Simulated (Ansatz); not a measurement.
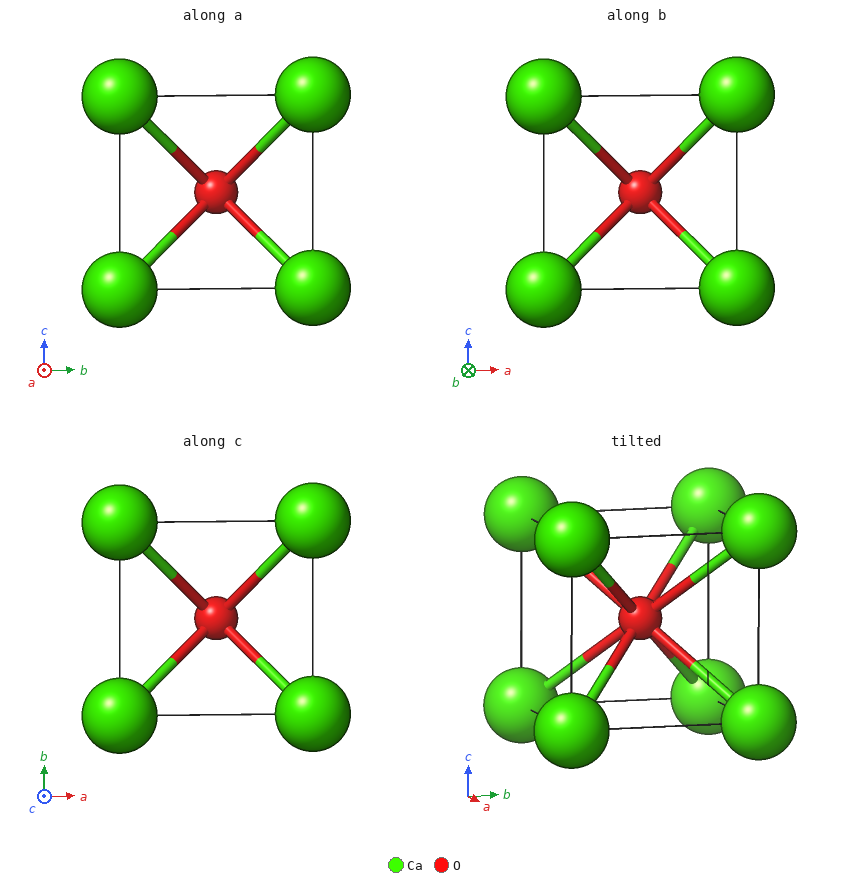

The image is a ball-and-stick drawing of a crystal, viewed along the a axis, along the b axis, along the c axis and slightly off an axis. The frame is the unit cell; atoms at its boundary are shown with their periodic copies.

Lattice parameters: a = 2.9175 Å, b = 2.9175 Å, c = 2.9175 Å, α = 89.440°, β = 89.440°, γ = 89.440°.

Reconstruct the structure as a CIF in P1 with every atom of the cell.

Answer.
```cif
data_structure
_symmetry_space_group_name_H-M 'P 1'
_symmetry_Int_Tables_number 1
_cell_length_a 2.9175
_cell_length_b 2.9175
_cell_length_c 2.9175
_cell_angle_alpha 89.440
_cell_angle_beta 89.440
_cell_angle_gamma 89.440
_cell_volume 24.83
loop_
_atom_site_label
_atom_site_type_symbol
_atom_site_fract_x
_atom_site_fract_y
_atom_site_fract_z
_atom_site_occupancy
Ca1 Ca 0.0000 0.0000 0.0000 1
O1 O 0.5000 0.5000 0.5000 1
```

It goes back to a structure type filled with these elements by a generator (whether the compound takes this form wasn't checked). The cell was then strained or its atoms displaced on purpose. It was run through Ansatz as a DFT input.
